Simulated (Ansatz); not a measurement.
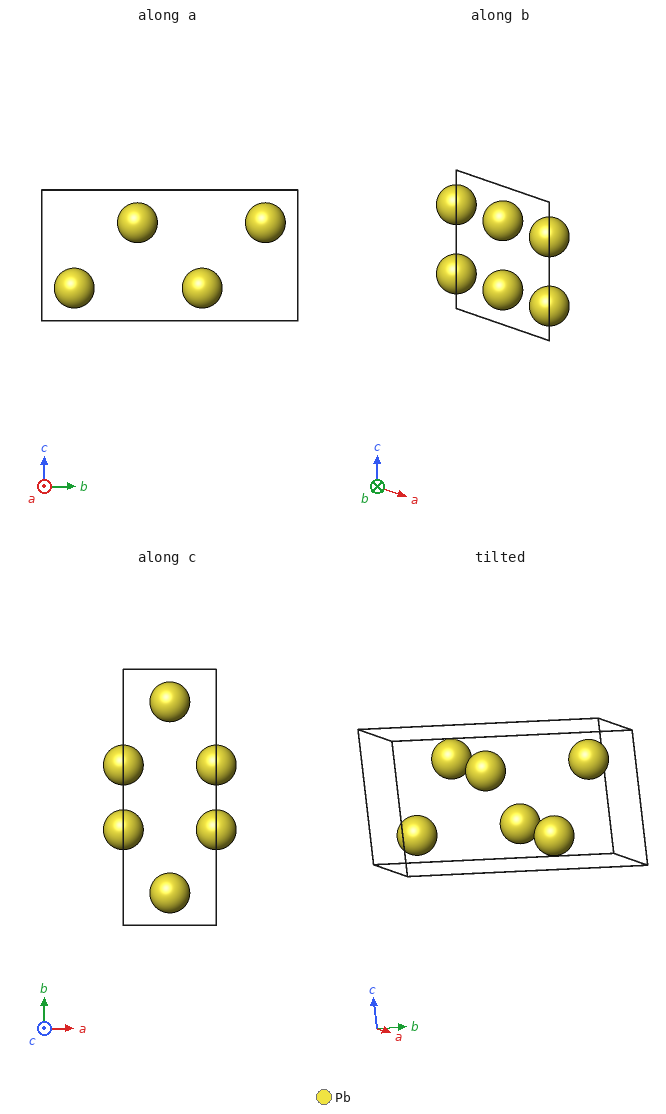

An orthographic spheres-only view of the structure, along the a axis, along the b axis, along the c axis and slightly off an axis. The lines enclose the conventional unit cell; boundary atoms appear with their images.

Lattice parameters: a = 3.222 Å, b = 8.384 Å, c = 4.535 Å, α = 90.00°, β = 109.08°, γ = 90.00°.

Convert the drawing into a table of Wyckoff sites, with free fractional coordinates to two decimals.

Answer. Space group C2/c (No. 15).
```json
{"atom": "Pb", "site": "4e", "x": "0.00", "y": "0.37", "z": "0.75"}
```

The structure was taken from a structure type filled with this element by a generator (whether the element takes this form wasn't checked). Earlier steps of the study may have refined or changed the cell and positions. It was the input of a calculation with Ansatz.
